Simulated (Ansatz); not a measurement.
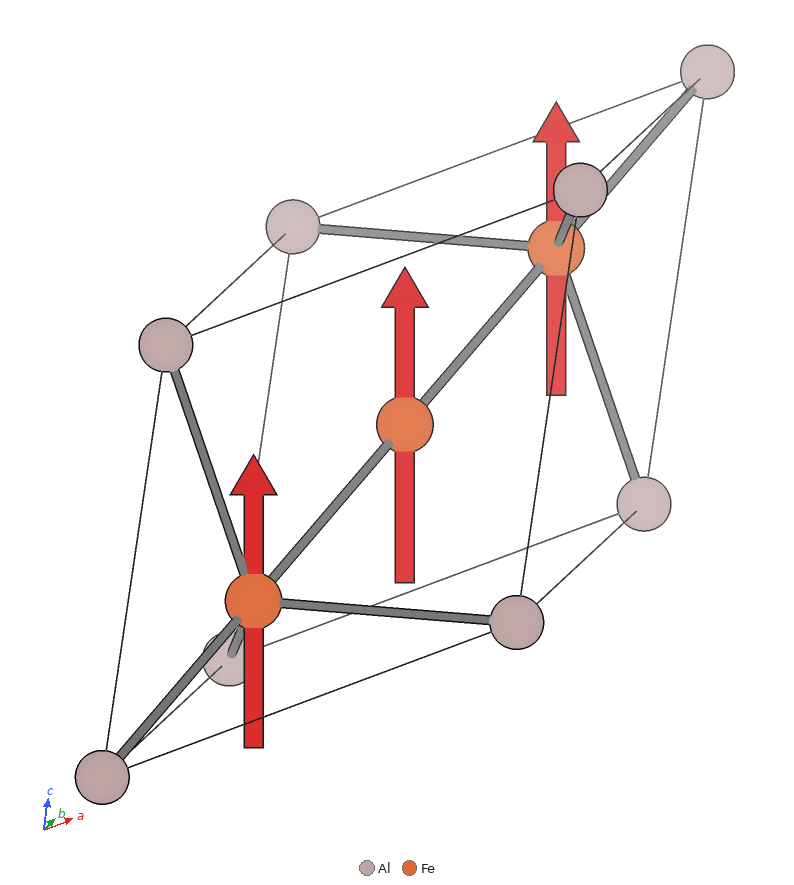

Ball-and-stick representation of a periodic structure, projected slightly off an axis. The parallelepiped is the simulation cell. Arrows are the site magnetic moments above 0.25 μB; longer means larger, and red and blue are up and down (without spin-orbit coupling the axis itself is arbitrary).

This is the state reached for AlFe₃. Setup: Ansatz 0.2.0, DFT PBEsol, scalar-relativistic, plane waves, PAW; a 420 eV plane-wave basis, 12×12×12 k-mesh, Gaussian smearing of 0.1 eV, collinear spins.

Question: Characterise the magnetic order.

Answer: Ferromagnetic (within this cell). Site moments: 3 Fe +2.0 to +2.5 μB. The net spin moment of the whole cell is 6.2 μB, including what lies between the atoms and on sites without an arrow.

The structure was taken from a structure listed in the Materials Project. The cell was then strained or its atoms displaced on purpose. Ansatz was used for an electronic-structure calculation on it.

At this level of theory the cell isn't at rest (stretched, at -15 GPa), so its distances can differ from those at equilibrium, the more so the softer the solid, and its magnetic state may change on relaxation.
